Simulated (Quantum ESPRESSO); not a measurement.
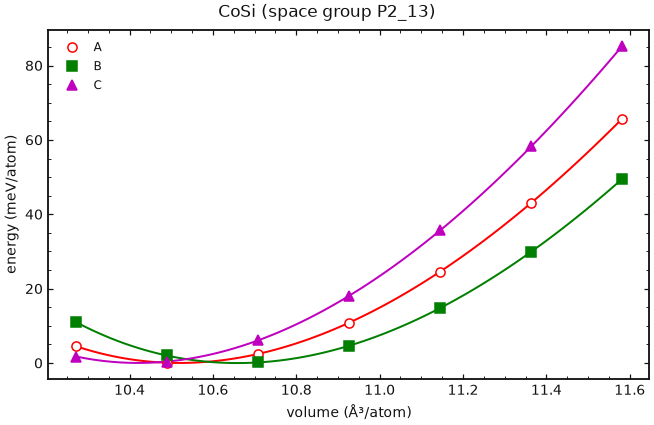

Plotted: energy against volume, with one curve for each functional, for CoSi (space group P2_13). The labels are replaced by letters. In alphabetical order the cases are: PBE + D2; Q2D; RPBE + D3.

Computed with Quantum ESPRESSO 7.5: plane-wave DFT, collinear spins; energies at scaled volumes of the given cell, shape and fractions fixed, counted from the fit's minimum, third-order Birch-Murnaghan fit. All runs: collinear spin.

| setting | value |
| --- | --- |
| k mesh | 3×3×3 |
| occupations | Fermi–Dirac |
| smearing width | 0.05 eV |
| potentials | PseudoDojo 0.4.1 SR PBE standard |
| wave cutoff | 1306 eV |
| density cutoff | 5225 eV |

Which letter stands for which functional?

A: PBE + D2; B: RPBE + D3; C: Q2D.

Note: coarse k mesh; potentials made for another functional (RPBE + D3, Q2D); shape and atomic fractions are frozen while scaling, which makes layered, chain and framework solids too stiff.
